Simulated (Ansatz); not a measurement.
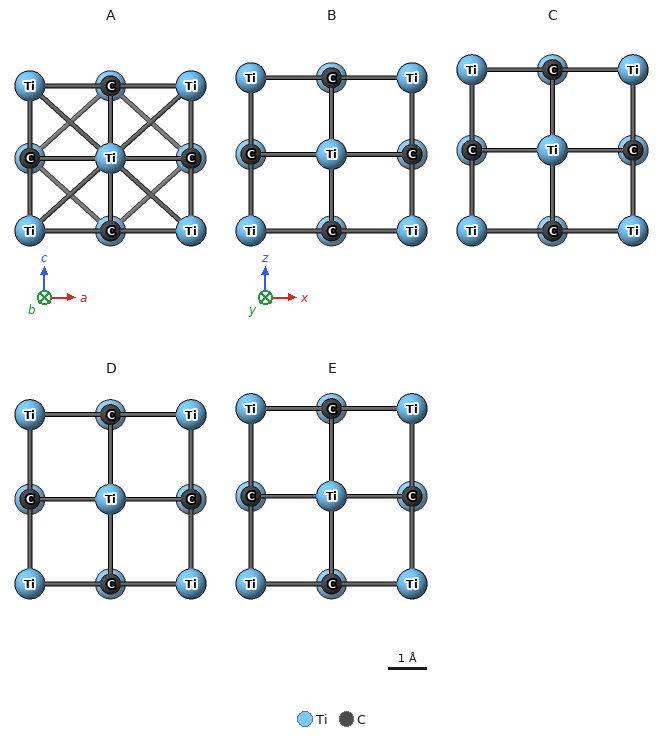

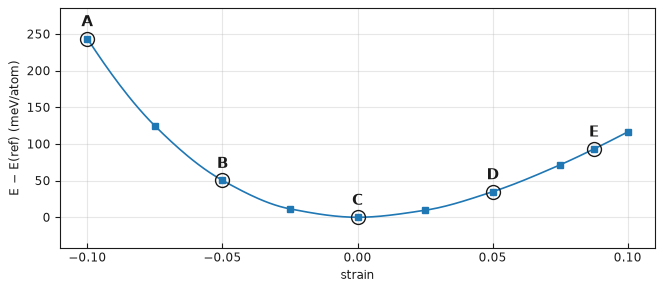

Energy scan for crystalline TiC (Fm-3m), in which the cell is strained along z alone, with the atoms kept at their fractional coordinates. x, y and z are the Cartesian axes of the input. The lettered frames are marked on the plot. Style: ball-and-stick. Shown: the conventional cell (4 times the calculation's cell), along the b axis. Lengths and directions refer to the drawn axes.

Theory: DFT r2SCAN, scalar-relativistic, plane waves, PAW (Ansatz). Settings: plane-wave cutoff 500 eV; k-point mesh 18 × 18 × 18; occupations gaussian; smearing width 0.15 eV; no spin polarisation. Energies (free energies at the smearing named) are counted from the cell as listed in its source, which wasn't relaxed.

> What does the scan show?

Of the computed points the lowest is at the strain 0.00, 0.0 meV/atom. The distortion takes the space group from Fm-3m to I4/mmm. At the strain −0.10 the cell of the drawing goes c 4.328 → 3.895 Å.

The computed points:

| strain | E − E(ref) (meV/atom) |
| --- | --- |
| −0.1000 | 243.7 |
| −0.0750 | 124.7 |
| −0.0500 | 50.4 |
| −0.0250 | 11.4 |
| 0.0000 | 0.0 |
| 0.0250 | 9.6 |
| 0.0500 | 34.9 |
| 0.0750 | 71.6 |
| 0.0875 | 93.2 |
| 0.1000 | 116.5 |
